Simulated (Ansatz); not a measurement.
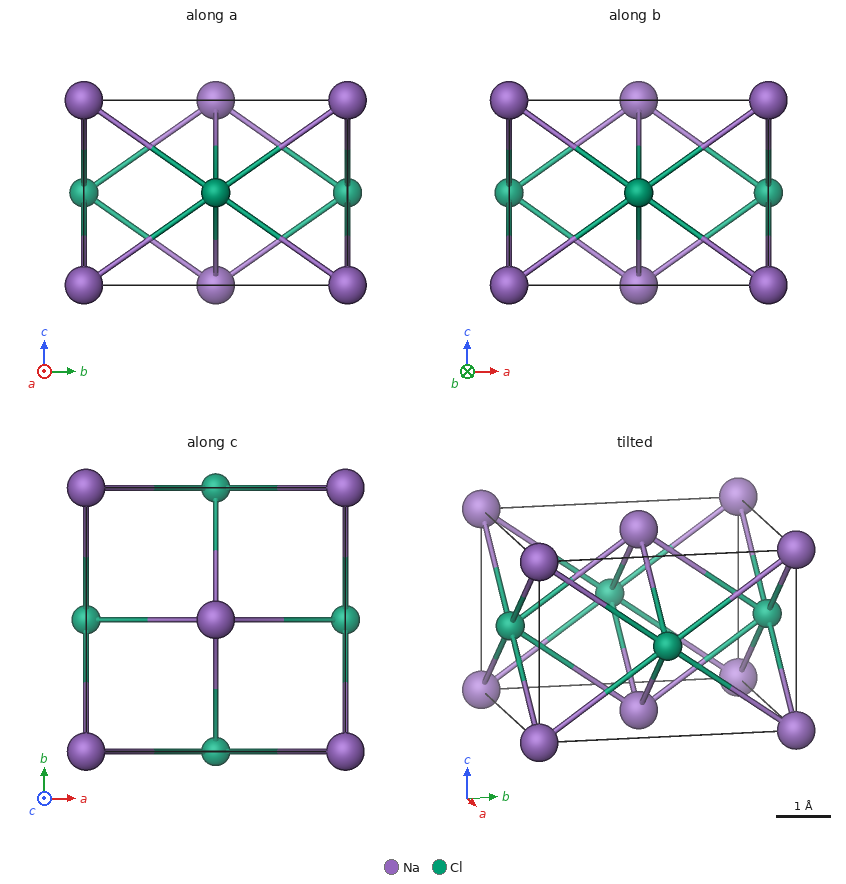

A ball-and-stick rendering, viewed along the a axis, along the b axis, along the c axis and slightly off an axis. One conventional unit cell is framed, with atoms on its boundary repeated.

Lattice parameters: a = 4.8522 Å, b = 4.9329 Å, c = 3.4595 Å, α = 90.000°, β = 90.000°, γ = 90.000°.

Transcribe the picture into a CIF in P1 with every atom of the cell.

```cif
data_structure
_symmetry_space_group_name_H-M 'P 1'
_symmetry_Int_Tables_number 1
_cell_length_a 4.8522
_cell_length_b 4.9329
_cell_length_c 3.4595
_cell_angle_alpha 90.000
_cell_angle_beta 90.000
_cell_angle_gamma 90.000
_cell_volume 82.81
loop_
_atom_site_label
_atom_site_type_symbol
_atom_site_fract_x
_atom_site_fract_y
_atom_site_fract_z
_atom_site_occupancy
Na1 Na 0.0000 0.0000 0.0000 1
Cl1 Cl 0.0000 0.5000 0.5000 1
Na2 Na 0.5000 0.5000 0.0000 1
Cl2 Cl 0.5000 0.0000 0.5000 1
```

The structure was taken from a structure type filled with these elements by a generator (whether the compound takes this form wasn't checked). The cell was then strained or its atoms displaced on purpose. It went into a calculation with Ansatz.
